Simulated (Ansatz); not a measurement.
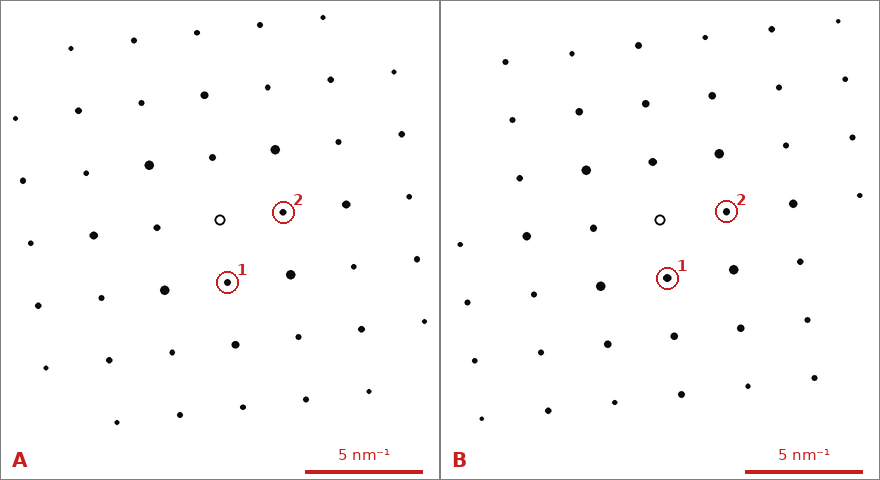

Kinematic electron diffraction patterns (300 kV, B = 0.5 Å², same scale) along [101] of the run's own cell, for the start and the end of one relaxation of PbS with DFT, PAW plane waves, pbe in Ansatz 0.2.0. k mesh 6×6×6. The start is a generated model structure, and the relaxation ends in the nearest stationary point of its symmetry, not necessarily the ground state. Spot 1 is -1 1 1 and spot 2 is -1 -1 1 in both.

Start structure:

```yaml
crystal:
  lattice:
    - [-3.97369, 3.97369, 3.46831]
    - [3.97369, -3.97369, 3.46831]
    - [3.97369, 3.97369, -3.46831]
  atoms:
    - { symbol: Pb, position: [0.25000, 0.25000, 0.00000] }
    - { symbol: Pb, position: [0.75000, 0.75000, 0.00000] }
    - { symbol: Pb, position: [0.75000, 0.25000, 0.50000] }
    - { symbol: Pb, position: [0.25000, 0.75000, 0.50000] }
    - { symbol: S, position: [0.67900, 0.17900, 0.85800] }
    - { symbol: S, position: [0.17900, 0.32100, 0.50000] }
    - { symbol: S, position: [0.32100, 0.82100, 0.14200] }
    - { symbol: S, position: [0.82100, 0.67900, 0.50000] }
```

**Which pattern belongs to the start structure, and which to the relaxed one?**

B is the start: its cell gives d(1) = 3.974 Å, d(2) = 3.468 Å and an angle of 90.0°. A is the relaxed structure, with d(1) = 3.701 Å (-6.9 %), d(2) = 3.660 Å (+5.5 %) and 90.0°.

**Name reflections whose intensity changes strongly on relaxation.**

1 -3 -1 goes from 37 to 14 % of the strongest spot; 1 -1 -1 goes from 57 to 31 % of the strongest spot.

**What did the relaxation do to the structure and the energy?**

The volume changed by -8.5 % to 25.07 Å³ an atom; with the mean shift removed, the atoms moved by up to 0.42 Å relative to the cell (S most); the space group stayed I4/mcm (No. 140); the free energy fell by 190 meV an atom. Relaxed cell: a = 6.387 Å, b = 6.387 Å, c = 6.387 Å, α = 109.17°, β = 109.17°, γ = 110.08°.
